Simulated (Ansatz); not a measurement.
The calculation's input:

```
crystal:
  lattice:
    - [4.9299593294, 0.0, 0.0]
    - [-2.4649796647, 4.2694700189, 0.0]
    - [0.0, 0.0, 25.7384327567]
  atoms:
    - { symbol: C, position: [0.0, 0.0, 0.3302454472] }
    - { symbol: C, position: [0.0, 0.5, 0.3302454472] }
    - { symbol: C, position: [0.5, 0.0, 0.3302454472] }
    - { symbol: C, position: [0.5, 0.5, 0.3302454472] }
    - { symbol: C, position: [0.1666666667, 0.3333333333, 0.330245438] }
    - { symbol: C, position: [0.1666666667, 0.8333333333, 0.330245438] }
    - { symbol: C, position: [0.6666666667, 0.3333333333, 0.330245438] }
    - { symbol: C, position: [0.6666666667, 0.8333333333, 0.330245438] }
    - { symbol: C, position: [0.0, 0.0, 0.4611476001] }
    - { symbol: C, position: [0.0, 0.5, 0.4611476001] }
    - { symbol: C, position: [0.5, 0.0, 0.4611476001] }
    - { symbol: C, position: [0.5, 0.5, 0.4611476001] }
    - { symbol: C, position: [0.3333333333, 0.1666666667, 0.4611475909] }
    - { symbol: C, position: [0.3333333333, 0.6666666667, 0.4611475909] }
    - { symbol: C, position: [0.8333333333, 0.1666666667, 0.4611475909] }
    - { symbol: C, position: [0.8333333333, 0.6666666667, 0.4611475909] }
    - { symbol: C, position: [0.0, 0.0, 0.592049753] }
    - { symbol: C, position: [0.0, 0.5, 0.592049753] }
    - { symbol: C, position: [0.5, 0.0, 0.592049753] }
    - { symbol: C, position: [0.5, 0.5, 0.592049753] }
    - { symbol: C, position: [0.1666666667, 0.3333333333, 0.5920497439] }
    - { symbol: C, position: [0.1666666667, 0.8333333333, 0.5920497439] }
    - { symbol: C, position: [0.6666666667, 0.3333333333, 0.5920497439] }
    - { symbol: C, position: [0.6666666667, 0.8333333333, 0.5920497439] }
    - { symbol: "N", position: [0.3496026885, 0.6748644055, 0.6145841476] }
basis:
  ecutwfc: 420
kpoints:
  mp_grid: { grid: [6, 6, 1] }
hamiltonian:
  xc: pbe
  dispersion: d3bj
scf:
  occupations: { method: gaussian, width: 0.1 }
output:
  forces: true
  eigenvalues: true
  write_density: true
  write_potential: true
  elf: true
  volumetric_format: npy
relax:
  adjacent_minimum: "off"
  f_tol: 0.02
  max_steps: 70
  constraints: [{ sites: [0, 1, 2, 3, 4, 5, 6, 7] }]
efield:
  axis: 3
  dipole_correction: true
  ramp_width: 0.04
```

Run with:

```sh
ansatz run input.yaml --threads 4 --pin off --max-ram 10240MiB --backend cpu --events-out ev --progress --plain --runs-dir out
```

The fields are those of the run's last geometry, not of the input's.

Computed without spin polarisation.

Level of theory: Ansatz 0.2.0, DFT PBE+D3(BJ), scalar-relativistic, plane waves, PAW.

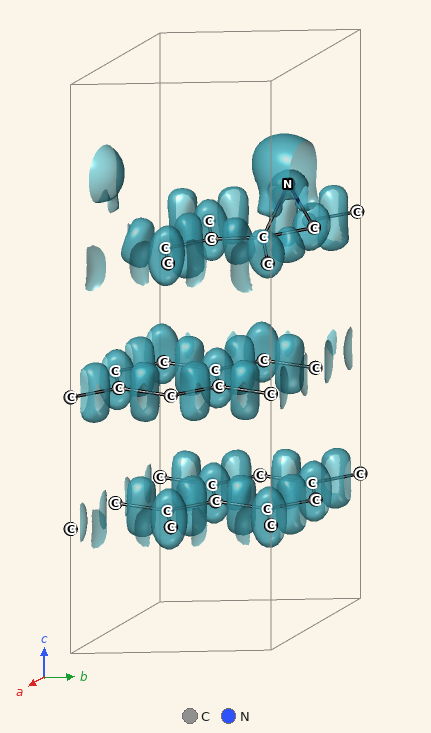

C24N (slab). Isosurface of the electron localisation function at 0.75 (cyan), seen at an oblique angle. Core shells and regions of very low density are left out. Sticks mark near contacts.

**Describe the localisation domains.**

The ELF exceeds this value in 36 regions between bonded C–C atoms and one region on N in which the atom's valence shell and bonds are merged, counted in one cell of 25 atoms. Counts are for one cell; the picture repeats the cell along the surface. Along the contacts the grid gives the following. C–C (1.39 Å): the ELF peaks at about 0.95 between the atoms. C–N (1.45 Å): the ELF peaks at about 0.80 between the atoms.
